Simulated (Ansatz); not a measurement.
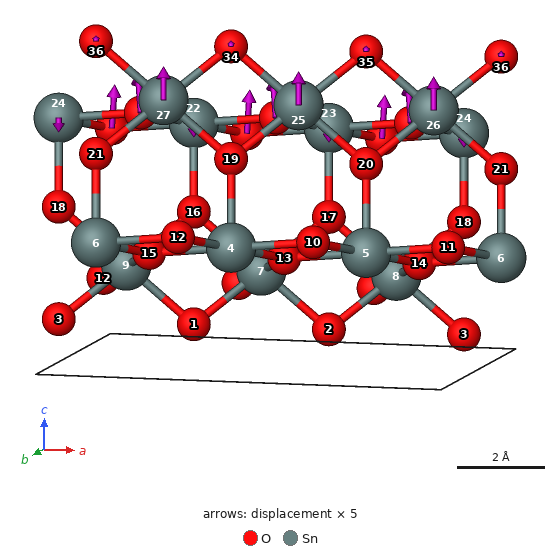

This is a constrained relaxation of a slab of composition SnO2 (cut from the P4_2/mnm phase). The starting structure is drawn; purple arrows show the displacements, magnified 5 times.

Style: ball-and-stick. Shown: the cell of the calculation, outlined in the plane, without the vacuum (origin shifted), from a free direction.

Case: clean slab, lower planes held. The slab is the (1 1 0) face of SnO2. 18 atoms are held fixed.

Theory: Ansatz, DFT PBE+D3(BJ), scalar-relativistic, plane waves, PAW. Settings: plane-wave cutoff 420 eV; k-point mesh 2 × 2 × 1; occupations gaussian; smearing width 0.05 eV; no spin polarisation; dipole correction; atoms relaxed in a fixed cell; force threshold 0.03 eV/Å; at most 70 steps.

**Describe the change and its energy.**

The largest moves, 0.21 Å, are those of O atoms. By element the largest moves are O 0.21 Å, Sn 0.16 Å. The lattice vectors keep their values. Among the contacts that change: O–Sn 2.082 → 2.195 Å, O–Sn 2.082 → 2.002 Å, O–Sn 2.076 → 2.130 Å, O–Sn 2.082 → 2.066 Å. Bond angles that change, for instance: O–Sn–O 180.0° → 165.1°, O–Sn–O 90.0° → 97.5°, Sn–O–Sn 101.7° → 94.7°. After 3 geometry steps the energy has fallen by 1.436 eV per cell of the calculation. The largest force component goes from 2.7 to 0.026 eV/Å.
